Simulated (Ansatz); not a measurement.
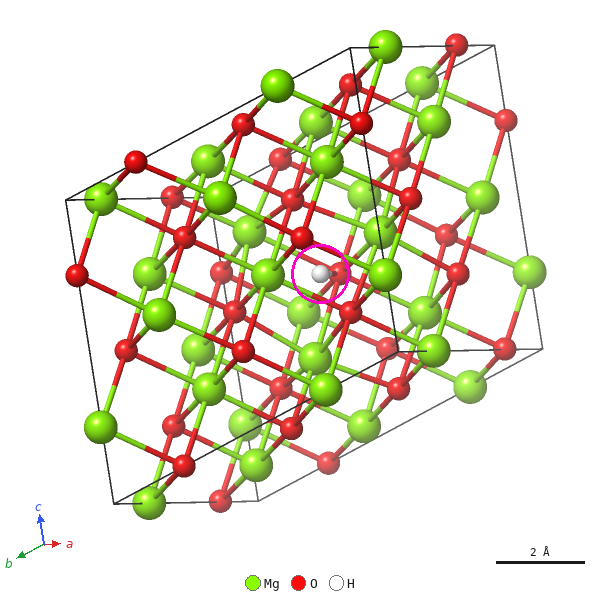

A ball-and-stick rendering, viewed from a general direction. Thin lines show the supercell, with boundary atoms drawn in all their periodic places. The host is MgO, in a cell of 32 sites, and the cell carries a charge of +1. A ring marks the defect's site.

Q: What imperfection does the supercell contain?

A: An interstitial hydrogen atom. It is bonded to one O at about 1.0 Å.

The atoms were relaxed in the host's cell with Ansatz 0.2.0, DFT PBE, scalar-relativistic, plane waves, PAW.
